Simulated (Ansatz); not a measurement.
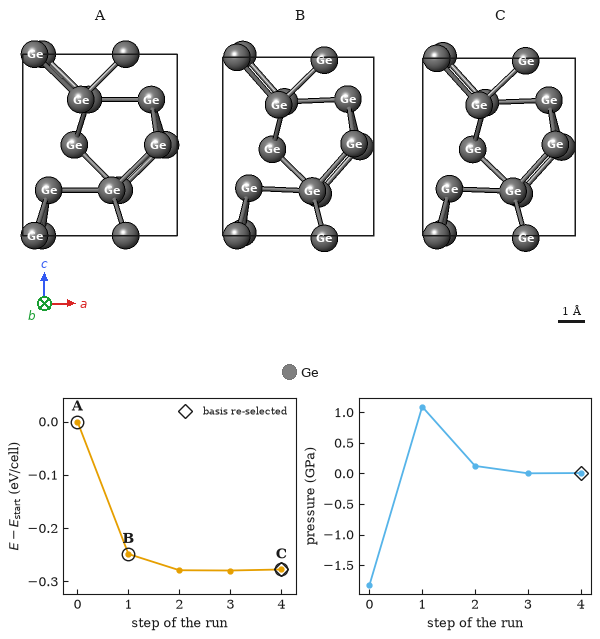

Frames of a relaxation of solid Ge (set up in P4_32_12), marked on the history of the run. The picture is a ball-and-stick view of the cell of the calculation, seen along the b axis.

The run lets cell and atoms move.

Theory: Kohn-Sham DFT of a periodic cell, PBEsol with D3(BJ), Ansatz PAW in Ansatz.

Input
```yaml
crystal:
  lattice:
    - [5.93, 0.0, 0.0]
    - [0.0, 5.93, 0.0]
    - [0.0, 0.0, 6.98]
  atoms:
    - { symbol: Ge, position: [0.375, 0.1667, 0.75] }
    - { symbol: Ge, position: [0.3333, 0.875, 0.5] }
    - { symbol: Ge, position: [0.625, 0.8333, 0.25] }
    - { symbol: Ge, position: [0.6667, 0.125, 0.0] }
    - { symbol: Ge, position: [0.875, 0.3333, 0.5] }
    - { symbol: Ge, position: [0.8333, 0.625, 0.75] }
    - { symbol: Ge, position: [0.125, 0.6667, 0.0] }
    - { symbol: Ge, position: [0.1667, 0.375, 0.25] }
    - { symbol: Ge, position: [0.575, 0.425, 0.25] }
    - { symbol: Ge, position: [0.925, 0.925, 0.5] }
    - { symbol: Ge, position: [0.425, 0.575, 0.75] }
    - { symbol: Ge, position: [0.075, 0.075, 0.0] }
hamiltonian:
  xc: pbesol
  pseudopotentials: { kind: paw }
  dispersion: d3bj
kpoints:
  mp_grid: { grid: [5, 5, 4] }
scf:
  occupations: { method: fermi_dirac, width: 0.05 }
output:
  forces: true
  stress: true
  eigenvalues: true
relax:
  f_tol: 0.01
  max_steps: 40
  cell: { stress_tol: 0.05 }
```

Command:
```bash
ansatz run input.yaml --threads 4 --pin off --max-ram 11264MiB --backend cpu --events-out ev --progress --plain --runs-dir out
```

**Describe the path.**

After 3 accepted moves (4 points after the start) the energy has fallen by 0.278 eV per cell of the calculation. The largest force component goes from 0.6 to 0.0044 eV/Å. Pressure: −1.83 GPa at the start and 0.01 GPa at the end. At 1 point the geometry stayed and the basis and grid were re-selected for the new cell (energy shift of 1.9 meV per cell of the calculation at most each time). The largest moves relative to the cell, 0.13 Å, are those of Ge atoms. The volume changes by −4.3 %, with a = b 5.930 → 5.868 Å (−1.0 %), c 6.980 → 6.819 Å (−2.3 %). Among the contacts that change: Ge–Ge 2.551 → 2.475 Å, Ge–Ge 2.439 → 2.461 Å, Ge–Ge 2.469 → 2.487 Å. Among the angles between lasting bonds that change: Ge–Ge–Ge 99.8° → 105.7°, Ge–Ge–Ge 131.8° → 127.3°, Ge–Ge–Ge 107.2° → 103.4°. The space group stays P4_32_12 (No. 96). From step 0 to 1: Ge atoms move most (0.14 Å), volume −5.7 %, energy −0.248 eV per cell of the calculation. From step 1 to 4: Ge atoms move most (0.02 Å), volume +1.5 %, energy −29.0 meV per cell of the calculation.

```
step  E − E(0), meV/atom  largest force component, eV/Å  pressure, GPa  volume, Å³/atom                      note
   0                0.00                         0.6012          -1.83           20.454                          
   1              -20.71                         0.0956           1.09           19.280                          
   2              -23.24                         0.0181           0.12           19.538                          
   3              -23.29                         0.0044           0.00           19.568                          
   4              -23.13                         0.0044           0.01           19.568  same geometry, new basis
```
